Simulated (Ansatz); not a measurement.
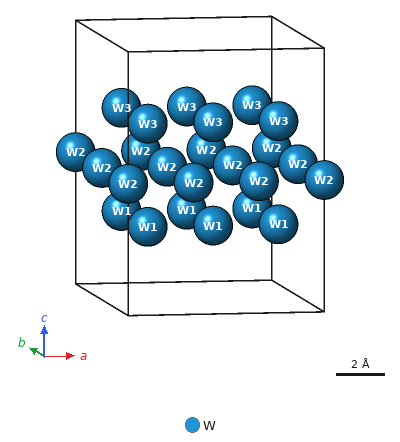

The structure of run A (spheres-only view of the 3 × 2 repeat of the cell, with the vacuum cut short, seen slightly off an axis; atoms are numbered from 1 in the order of the input). An atom can appear more than once, as a periodic image.

# What a change does: geometry relaxation on W

System: W (slab, 3 atoms in the cell).
Method of run A: DFT, PBE, plane waves, PAW, PAW set soft_1, no spin polarisation (Ansatz 0.2.0).

The structure derives from an entry of the Crystallography Open Database. The input holds or restrains some coordinates. Forces given for the steps count only the free coordinates. Text and figures count atoms from 1; the logs count them from 0 in places.

The input, run A:
```yaml
crystal:
  lattice:
    - [2.7571643597, 0.0, 0.0]
    - [-0.9190547866, 2.5994794874, 0.0]
    - [0.0, 0.0, 18.5024305454]
  atoms:
    - { symbol: W, position: [0.5, 0.5, 0.3783286732] }
    - { symbol: W, position: [0.0, 0.0, 0.5] }
    - { symbol: W, position: [0.5, 0.5, 0.6216713268] }
basis:
  ecutwfc: 420
kpoints:
  mp_grid: { grid: [11, 11, 1], shift: [0.5, 0.5, 0.0] }
hamiltonian:
  xc: pbe
  pseudopotentials: { kind: paw, azcp: { folder: soft_1 } }
scf:
  occupations: { method: gaussian, width: 0.1 }
output:
  forces: true
  eigenvalues: true
relax:
  adjacent_minimum: "off"
  f_tol: 0.03
  max_steps: 50
  constraints: [{ sites: [0] }]
efield:
  axis: 3
  dipole_correction: true
  ramp_width: 0.04
```

Launched with:
```bash
ansatz run input.yaml --threads 1 --pin off --max-ram 3072MiB --backend cpu --events-out ev --progress --plain --runs-dir out
```

Hardware: 1 thread of Arm Neoverse V1, 24 GiB of memory available, shared host.

Output, shortened to warnings, some set-up lines, iterations and results (run A):
```
Basis set: ecut = 420 eV, 2631 PW (Γ), exchange–correlation on 40×40×250 points (8 copies of the dense FFT grid, shifted against one another)
Symmetry: 4 space group operations
k-points: 36 of 121
Initial density: superposition of atomic densities (neutral atoms: chi_scale 0, normalization atom)
[...]
SCF iter   1: F=—  HF=-31156.058948 eV  |F-HF|=—  |Δ(HF+E_count)|=         —  Δρ=4.18e-2  dr2=7.52e0  ethr=3.10e-3  p=0.000 e·Å  D=6.69e-15 V/Å  ΔV_dip=-0.00 eV  …
SCF iter   2: F=—  HF=-31154.934778 eV  |F-HF|=—  |Δ(HF+E_count)|=    1.12e0  Δρ=2.23e-2  dr2=1.30e0  ethr=3.10e-3  p=0.000 e·Å  D=1.89e-5 V/Å  ΔV_dip=-0.00 eV  …
SCF iter   3: F=—  HF=-31154.764282 eV  |F-HF|=—  |Δ(HF+E_count)|=   1.70e-1  Δρ=6.62e-3  dr2=1.26e-1  ethr=3.10e-3  p=-0.000 e·Å  D=-5.44e-7 V/Å  ΔV_dip=0.00 eV  …
SCF iter   4: F=—  HF=-31154.742030 eV  |F-HF|=—  |Δ(HF+E_count)|=   2.23e-2  Δρ=3.08e-3  dr2=4.87e-2  ethr=3.01e-4  p=0.000 e·Å  D=1.11e-5 V/Å  ΔV_dip=-0.00 eV  …
SCF iter   5: F=—  HF=-31154.738186 eV  |F-HF|=—  |Δ(HF+E_count)|=   3.84e-3  Δρ=8.19e-4  dr2=1.84e-3  ethr=1.16e-4  p=0.000 e·Å  D=2.13e-6 V/Å  ΔV_dip=-0.00 eV  …
[... 23 lines ...]
SCF iter   4: F=—  HF=-31154.785615 eV  |F-HF|=—  |Δ(HF+E_count)|=   6.34e-6  Δρ=3.92e-5  dr2=4.50e-6  ethr=7.94e-8  p=0.000 e·Å  D=7.53e-5 V/Å  ΔV_dip=-0.00 eV  …
SCF iter   5: F=—  HF=-31154.785616 eV  |F-HF|=—  |Δ(HF+E_count)|=   5.78e-7  Δρ=1.48e-5  dr2=5.93e-7  ethr=1.07e-8  p=0.000 e·Å  D=2.51e-5 V/Å  ΔV_dip=-0.00 eV  …
SCF iter   6: F=-31154.785616 eV  HF=-31154.785616 eV  |F-HF|=1.17e-8  |Δ(HF+E_count)|=   5.09e-8  Δρ=4.23e-6  dr2=5.62e-8  ethr=2.38e-10  p=0.000 e·Å  D=1.31e-5 V/Å  …
SCF 4 converged in 6 iterations: F = -31154.785616 eV  dr2 = 5.62e-8
relax step   4: F+E_penalty+E_count = -31154.78561582 eV  Δ(F+E_penalty+E_count) = -4.291e-4 eV  max|allowed force component| = 1.991e-3 eV/Å  Δτ_max = 0.0049 Å  (6 SCF …
SCF converged after 6 iterations
Free energy (F): -31154.785616 eV
Harris-Foulkes:  -31154.785616 eV  (|F-HF|=1.17e-8)
Internal energy: -31154.774814 eV  (E = F + TS)
E sigma→0 (E₀):  -31154.780215 eV
Entropy (-TS):   -0.010802 eV (-3.601 meV/atom)
Fermi energy:    4.965739 eV
Dipole field:    D = -0.000109 V/Å  (p = -0.000080 e·Å, saw-weighted, corrected)
Work function:   Φ+ = 4.8898 eV   Φ− = 4.8878 eV
Levels:          The Fermi level and band energies are counted from a zero that moves with the ramp; work functions are not
--- Per-component energies (eV) ---
  E_band       = -971.914781
  E_kinetic    = 1258.542792
  E_local      = -31298.671223  (includes V_loc(G=0)·N_el)
  E_nonlocal   = -75.041711
  E_hartree    = 15159.278622
  E_xc         = -798.689105
  E_vxc        = -688.104118  (∫ρ·V_xc dr)
  E_paw        = -25733.285157  (= ΣΔE_a)
  E_vpaw       = -487.179995  (= ΣTr[D̂ρ^β])
  E_aug_tail   = 0.000445  (compensation charges beyond the density's cutoff)
  E_efield     = 0.000000  (sawtooth field / dipole correction)
  E_vefield    = -0.000315  (∫n·V_field dr)
  E_ewald      = 10333.090522
  E_smearing   = -0.010802  (= −TS)
  E_closure    = -0.000000  (closes the sum)
  Σ components = -31154.785616   (vs F -31154.785616, Δ=0.00e0)
--- Forces (eV/Å), atoms counted from 1 ---
  atom   1  W      0.00000000     0.00000000     0.00119369
  atom   2  W      0.00000000     0.00000000     0.00074006
  atom   3  W      0.00000000     0.00000000    -0.00199077
  max |Σ_I F_I| component: 5.70e-5 eV/Å
--- Relaxed structure (4 steps of the walk, 4 accepted, 0 SCFs on fresh bases) ---
  F+E_penalty+E_count = -31154.78561582 eV   max|allowed force component| = 1.991e-3 eV/Å
  atoms:
    - { symbol: W, position: [0.5, 0.5, 0.3783286732000001] }
    - { symbol: W, position: [-6.985183663885936e-35, -1.8449638643978702e-46, 0.49628841254000744] }
    - { symbol: W, position: [0.5, 0.5, 0.614253862227018] }
```

For run B the input was changed thus:
```diff
-  mp_grid: { grid: [11, 11, 1], shift: [0.5, 0.5, 0.0] }
+  mp_grid: { grid: [11, 11, 1] }
```

How does run B compare with run A?

The free energy of run B is 5.0 meV per atom higher, which measures how much it depends on this numerical setting. The SCF takes 23 iterations over all geometry steps against 25.

Output, shortened to warnings, some set-up lines, iterations and results (run B):
```
Basis set: ecut = 420 eV, 2631 PW (Γ), exchange–correlation on 40×40×250 points (8 copies of the dense FFT grid, shifted against one another)
Symmetry: 4 space group operations
k-points: 36 of 121
Initial density: superposition of atomic densities (neutral atoms: chi_scale 0, normalization atom)
[...]
SCF iter   1: F=—  HF=-31156.079584 eV  |F-HF|=—  |Δ(HF+E_count)|=         —  Δρ=4.24e-2  dr2=7.94e0  ethr=3.10e-3  p=0.000 e·Å  D=6.69e-15 V/Å  ΔV_dip=-0.00 eV  …
SCF iter   2: F=—  HF=-31154.991015 eV  |F-HF|=—  |Δ(HF+E_count)|=    1.09e0  Δρ=2.28e-2  dr2=1.63e0  ethr=3.10e-3  p=0.000 e·Å  D=2.82e-6 V/Å  ΔV_dip=-0.00 eV  …
SCF iter   3: F=—  HF=-31154.739889 eV  |F-HF|=—  |Δ(HF+E_count)|=   2.51e-1  Δρ=6.14e-3  dr2=1.10e-1  ethr=3.10e-3  p=-0.000 e·Å  D=-1.32e-5 V/Å  ΔV_dip=0.00 eV  …
SCF iter   4: F=—  HF=-31154.719286 eV  |F-HF|=—  |Δ(HF+E_count)|=   2.06e-2  Δρ=1.67e-3  dr2=7.07e-3  ethr=2.61e-4  p=-0.000 e·Å  D=-5.86e-6 V/Å  ΔV_dip=0.00 eV  …
SCF iter   5: F=—  HF=-31154.719601 eV  |F-HF|=—  |Δ(HF+E_count)|=   3.15e-4  Δρ=4.95e-4  dr2=6.22e-4  ethr=1.68e-5  p=-0.000 e·Å  D=-2.43e-6 V/Å  ΔV_dip=0.00 eV  …
[... 21 lines ...]
SCF iter   3: F=—  HF=-31154.770557 eV  |F-HF|=—  |Δ(HF+E_count)|=   6.08e-5  Δρ=7.04e-5  dr2=2.50e-5  ethr=9.30e-7  p=0.000 e·Å  D=1.77e-4 V/Å  ΔV_dip=-0.00 eV  …
SCF iter   4: F=—  HF=-31154.770553 eV  |F-HF|=—  |Δ(HF+E_count)|=   4.08e-6  Δρ=1.90e-5  dr2=1.18e-6  ethr=5.96e-8  p=0.000 e·Å  D=6.45e-5 V/Å  ΔV_dip=-0.00 eV  …
SCF iter   5: F=-31154.770553 eV  HF=-31154.770553 eV  |F-HF|=1.26e-8  |Δ(HF+E_count)|=   2.72e-7  Δρ=5.04e-6  dr2=6.37e-8  ethr=2.38e-10  p=0.000 e·Å  D=2.01e-5 V/Å  …
SCF 4 converged in 5 iterations: F = -31154.770553 eV  dr2 = 6.37e-8
relax step   4: F+E_penalty+E_count = -31154.77055306 eV  Δ(F+E_penalty+E_count) = -2.884e-4 eV  max|allowed force component| = 2.214e-3 eV/Å  Δτ_max = 0.0042 Å  (5 SCF …
SCF converged after 5 iterations
Free energy (F): -31154.770553 eV
Harris-Foulkes:  -31154.770553 eV  (|F-HF|=1.26e-8)
Internal energy: -31154.758197 eV  (E = F + TS)
E sigma→0 (E₀):  -31154.764375 eV
Entropy (-TS):   -0.012356 eV (-4.119 meV/atom)
Fermi energy:    4.954034 eV
Dipole field:    D = 0.000040 V/Å  (p = 0.000029 e·Å, saw-weighted, corrected)
Work function:   Φ+ = 4.9070 eV   Φ− = 4.9077 eV
Levels:          The Fermi level and band energies are counted from a zero that moves with the ramp; work functions are not
--- Per-component energies (eV) ---
  E_band       = -972.332210
  E_kinetic    = 1258.784590
  E_local      = -31355.116251  (includes V_loc(G=0)·N_el)
  E_nonlocal   = -75.029003
  E_hartree    = 15187.246689
  E_xc         = -798.773222
  E_vxc        = -688.212183  (∫ρ·V_xc dr)
  E_paw        = -25733.321846  (= ΣΔE_a)
  E_vpaw       = -487.236949  (= ΣTr[D̂ρ^β])
  E_aug_tail   = 0.000445  (compensation charges beyond the density's cutoff)
  E_efield     = 0.000000  (sawtooth field / dipole correction)
  E_vefield    = 0.000122  (∫n·V_field dr)
  E_ewald      = 10361.450400
  E_smearing   = -0.012356  (= −TS)
  E_closure    = 0.000000  (closes the sum)
  Σ components = -31154.770553   (vs F -31154.770553, Δ=0.00e0)
--- Forces (eV/Å), atoms counted from 1 ---
  atom   1  W      0.00000000     0.00000000    -0.00171668
  atom   2  W      0.00000000     0.00000000    -0.00061772
  atom   3  W      0.00000000     0.00000000     0.00221377
  max |Σ_I F_I| component: 1.21e-4 eV/Å
--- Relaxed structure (4 steps of the walk, 4 accepted, 0 SCFs on fresh bases) ---
  F+E_penalty+E_count = -31154.77055306 eV   max|allowed force component| = 2.214e-3 eV/Å
  atoms:
    - { symbol: W, position: [0.5, 0.5, 0.3783286732000001] }
    - { symbol: W, position: [-3.183887410892473e-34, 9.261132631021465e-35, 0.4960503289602196] }
    - { symbol: W, position: [0.5, 0.5, 0.613768881567535] }
```

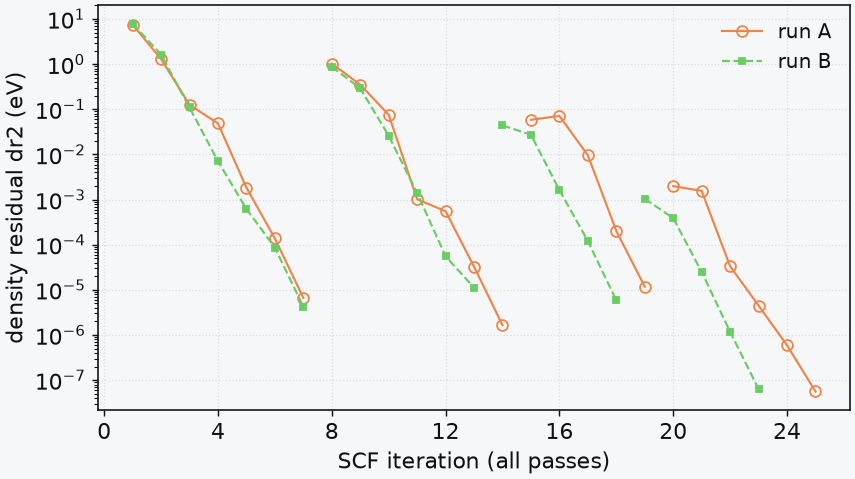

Convergence of the two runs: density residual dr2 against the SCF iteration. A break in a curve parts two SCF passes. Run A takes 25 iterations in all, and run B takes 23.

The two runs side by side:

| quantity | run A | run B |
| --- | --- | --- |
| outcome | converged | converged |
| free energy per atom (eV) | −10384.9285 | −10384.9235 |
| energy per atom, smearing taken to zero (eV) | −10384.9267 | −10384.9215 |
| gap on the mesh (eV) | 0.00 | 0.00 |
| largest force (eV/Å) | 0.002 | 0.002 |
| SCF iterations | 25 | 23 |
| irreducible k-points | 36 | 36 |
| work function (eV) | – | 4.91 |
| wall time (shared host) | 51 s | 49 s |

For both runs: Spin–orbit coupling is left out, which matters for W.
